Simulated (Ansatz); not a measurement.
# NiO: what the fields show

```xyz
4
Lattice="2.9451 0.0000 0.0000 -1.4725 2.5505 0.0000 0.0000 0.0000 5.0606" Properties=species:S:1:pos:R:3 pbc="T T T"
Ni    0.0000    0.0000    0.0000
O     0.0000    1.7004    1.2651
Ni    0.0000    0.0000    2.5303
O     1.4726    0.8502    3.7954
```

Space group P6₃/mmc; a generated structure, not necessarily the stable one; the SCF solution may not be the lowest one; the program warned that another magnetic order may lie lower; spin-polarised.

Level of theory: Ansatz, DFT PBE, scalar-relativistic, plane waves, PAW.

Core electrons are frozen (PAW), and the valence fields are smoothed inside the atomic spheres.

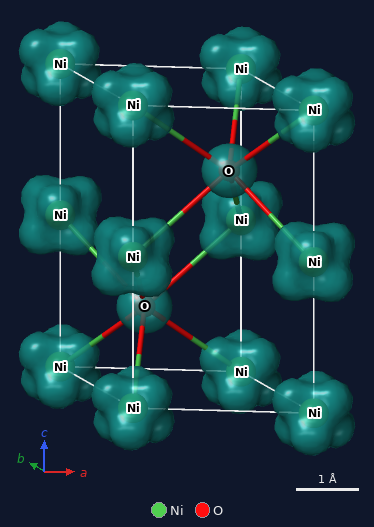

Figure 1. Isosurfaces of the spin density (up minus down) at +0.3 (teal) and −0.3 e/Å³ (pink), seen slightly off an axis. Sticks mark near contacts.

Describe the spin distribution.

Answer. The spin density sits on Ni: +1.6 μB (×2) in one cell of 4 atoms, with smaller moments on O (up to +0.38 μB): parallel moments (a ferromagnetic arrangement) in this solution. The cell of the calculation (4 atoms) carries 4.0 μB of net spin moment. Only one sign reaches the isovalue.

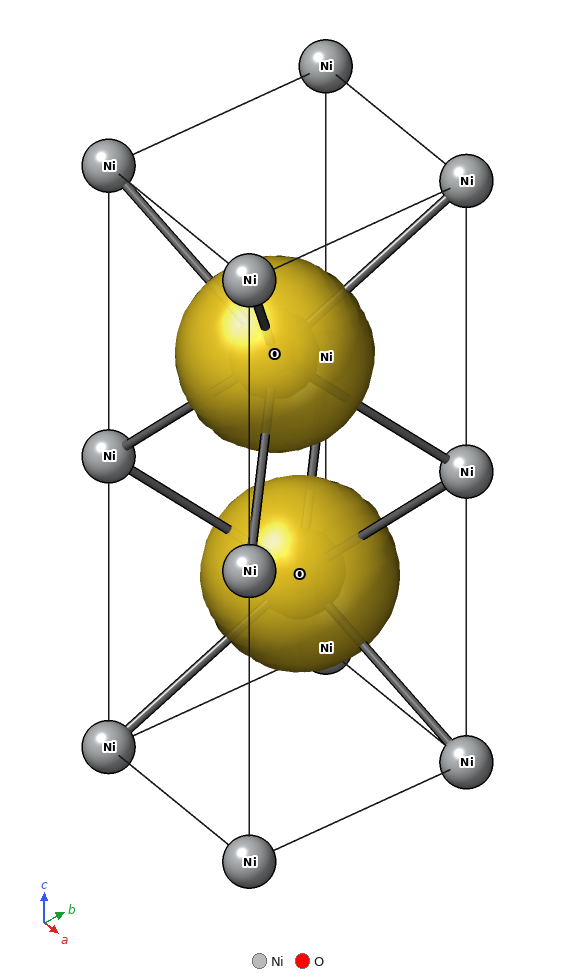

Figure 2. Isosurface of the ELF at 0.7 (yellow), seen at an oblique angle. Core shells and regions of very low density are left out. Sticks mark near contacts.

Describe the localisation domains.

Answer. At this value the surface marks out two regions wrapped around O (the valence shell of each), counted in one cell of 4 atoms. Any copies at cell faces, edges or corners count once.


Ni–O (2.12 Å): the ELF peaks at about 0.80 in the valence shell of O, 0.6 Å from its nucleus, and is about 0.15 at the midpoint; no shared electron pair shows on this line.
